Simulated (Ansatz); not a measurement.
CdH$_{2}$O$_{2}$

Input

```
crystal:
  lattice:
    - [3.0297247338, -1.7509701269, 0.1372681513]
    - [3.0297247338, 1.7509701269, 0.1372681513]
    - [-0.2070458568, 0.0, 4.5644478333]
  atoms:
    - { symbol: Cd, position: [0.063228, 0.936772, 0.0] }
    - { symbol: H, position: [0.3965554668, 0.2700994668, 0.5468689368] }
    - { symbol: H, position: [0.7299005332, 0.6034445332, 0.4531310632] }
    - { symbol: O, position: [0.3965538312, 0.2700978312, 0.7582061386] }
    - { symbol: O, position: [0.7299021688, 0.6034461688, 0.2417938614] }
kpoints:
  mp_grid: { grid: [6, 6, 4] }
hamiltonian:
  xc: hse06
scf:
  occupations: { method: fixed }
  n_extra_bands: 5
output:
  forces: true
  stress: true
  eigenvalues: true
  write_density: true
  write_potential: true
  elf: true
  volumetric_format: npy
```

Command:

```sh
ansatz run input.yaml --threads 4 --pin off --max-ram 4608MiB --backend cpu --events-out ev --progress --plain --runs-dir out
```

Below, planes, directions and counts refer to the conventional cell (a = 3.50 Å, b = 3.50 Å, c = 4.57 Å, α = 90.00°, β = 90.00°, γ = 120.00°).

Space group P-3m1; a structure from a database of computed crystals, not necessarily the ambient phase; started from the database structure prototype, which need not be the ambient phase.

These are results of DFT, HSE06, plane waves, PAW (Ansatz 0.2.0), not measurements.

The density is the valence pseudo-density of a PAW calculation; it isn't the true density close to the nuclei.

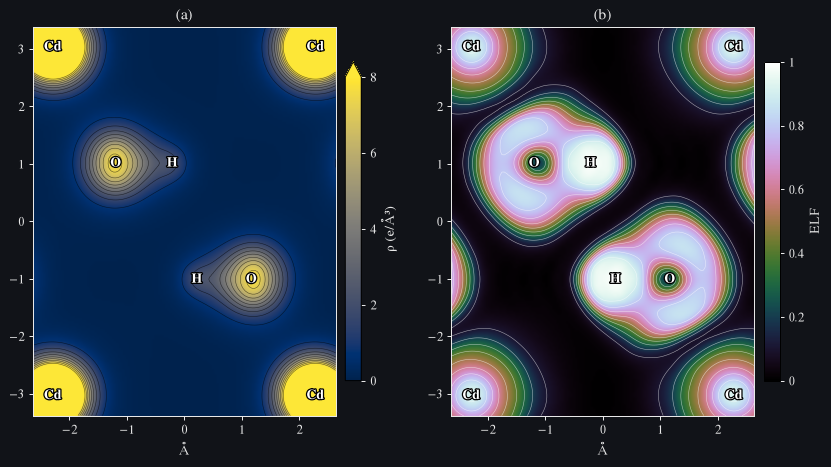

Figure 1. (a) valence pseudo-density; (b) ELF on the (110) plane of the conventional cell.

Question: What do the fields say about this system?

Answer: The plane passes through Cd, H and O nuclei.
O–H (0.97 Å): ρ at the midpoint is about 3.8 e/Å³; the ELF climbs to about 1 towards the hydrogen, as it does in any bond to H (an ordinary covalent bond to hydrogen).
Cd–O (2.30 Å): ρ at the midpoint is about 0.38 e/Å³; the ELF peaks at about 0.85 in the valence shell of O, 0.6 Å from its nucleus, and drops to about 0.10 between the two atoms; no localised pair shows between them.
Between the atoms the lowest density in this plane is 0.01 e/Å³.
The features right at Cd lie inside the PAW spheres, where the map follows smoothed inner orbitals and isn't to be read closely.

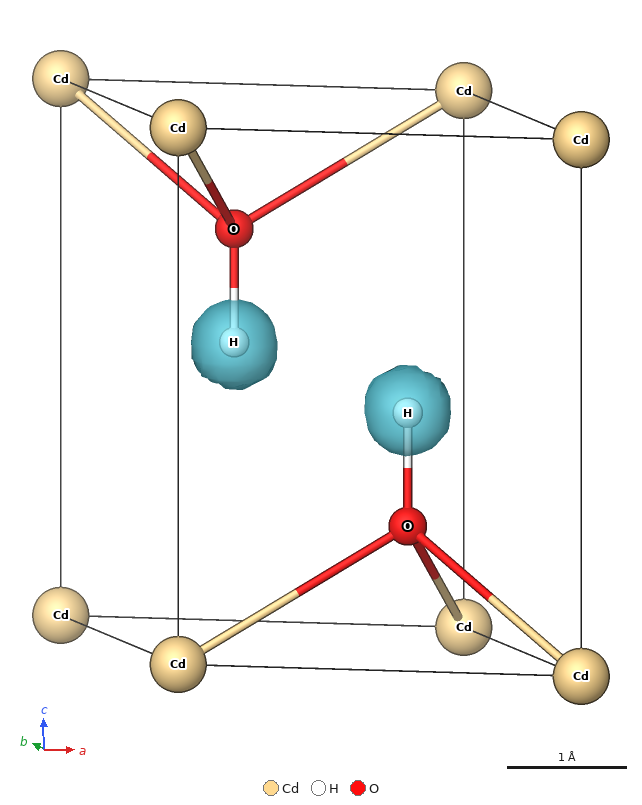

Figure 2. Isosurface of the electron localisation function at 0.9 (cyan), seen slightly off an axis. Core shells and regions of very low density are left out. Sticks mark near contacts.

Question: Where are the electrons localised?

Answer: At this value the surface marks out two regions around hydrogen nuclei, counted in one cell of 5 atoms. Regions shared between cells count once.

Question: Does the calculation make it a metal, or give it a gap?

Answer: It is gapped, with a Kohn–Sham gap of 3.4 eV on the k-point mesh (the band edges may lie off the mesh, which would make the gap smaller).
